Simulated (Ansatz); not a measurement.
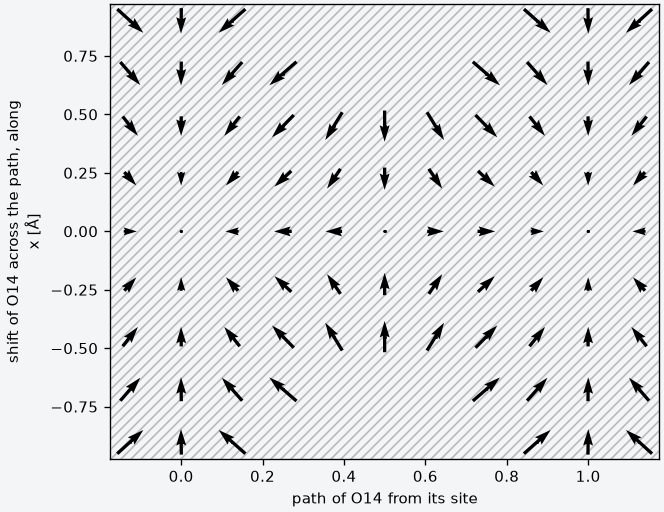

ZrO₂ (Fm-3m phase) with one O vacancy (14 atoms in the cell, cell charge +2). An atom moved over a plane that holds its own site and a neighbouring vacancy (x along [−1 3 0], y along [−3 −1 0], z along [0 0 1] of the conventional cell). First axis: path of O14 from its site (0) to the vacancy (1), 2.558 Å. Second axis: shift of O14 across the path, along x. Nothing is relaxed (all other atoms held at the sites of the perfect crystal). The scan uses an 11 × 9 grid; 24 points were computed and 59 follow by symmetry. At 16 points there is no value (left out of the scan, as a rule where atoms come close). Points are written as (first, second). The cell is charged on a uniform background, without a charge correction. Level of theory: Ansatz 0.2.0, DFT PBE, scalar-relativistic, plane waves, PAW. Settings: cutoff 420 eV, k-mesh 4×4×4, gaussian smearing 0.05 eV, no spin polarisation.

Drawn: dots at the grid points, arrows along the force (downhill), their lengths compressed, hatched blanks where no value was computed.

Q: The arrows alone are given. Where are the wells?

A: The arrows converge at (0.000, 0.000 Å) [nearest 4 Zr at 2.22 Å]; (1.000, 0.000 Å) [nearest 4 Zr at 2.22 Å] (read from the interpolated surface).

The energy map of the same scan:

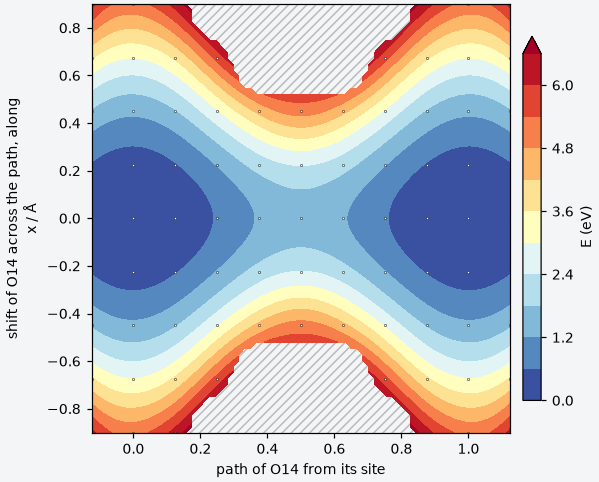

Energies are in eV, from the lowest grid point; between grid points the surface is interpolated.

PAW datasets: the set soft_1.
